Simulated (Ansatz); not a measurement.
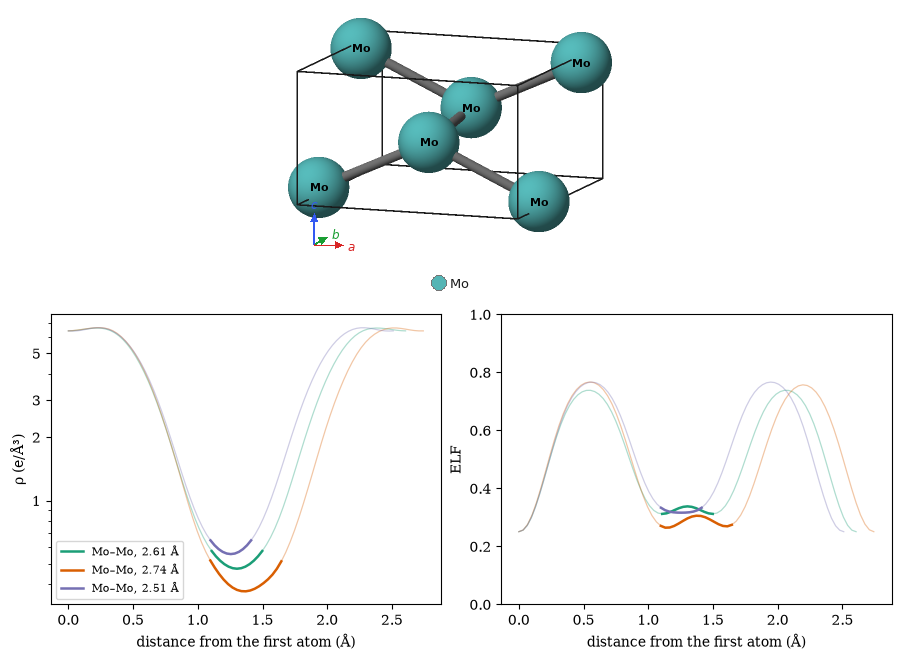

*Mo. Valence charge density (pseudo) and ELF along straight lines between neighbouring atoms. Thin, pale parts lie inside the atomic spheres. The structure is drawn too.*

Space group Imma; a structure from a database of computed crystals, not necessarily the ambient phase; computed without spin polarisation.

All numbers below come from DFT PBEsol, scalar-relativistic, plane waves, PAW in Ansatz 0.2.0.

In a PAW calculation such maps are meaningful between the atoms, not at the nuclei.

```
CELL_PARAMETERS angstrom
0.00000 -4.74986 0.00000
0.00000 0.00000 4.98414
-2.74234 0.00000 0.00000
ATOMIC_POSITIONS crystal
Mo 0.00000 0.75000 0.94530
Mo 0.50000 0.25000 0.44530
Mo 0.50000 0.75000 0.55470
Mo 0.00000 0.25000 0.05470
```

### Compare the contacts.

Mo–Mo (2.61 Å): the density is about 0.47 e/Å³ at the midpoint; the ELF is about 0.35 at the midpoint.
Mo–Mo (2.74 Å): ρ at the midpoint is about 0.37 e/Å³; the ELF is about 0.30 at the midpoint.
Mo–Mo (2.51 Å): ρ at the midpoint is about 0.56 e/Å³; the ELF is about 0.30 at the midpoint.
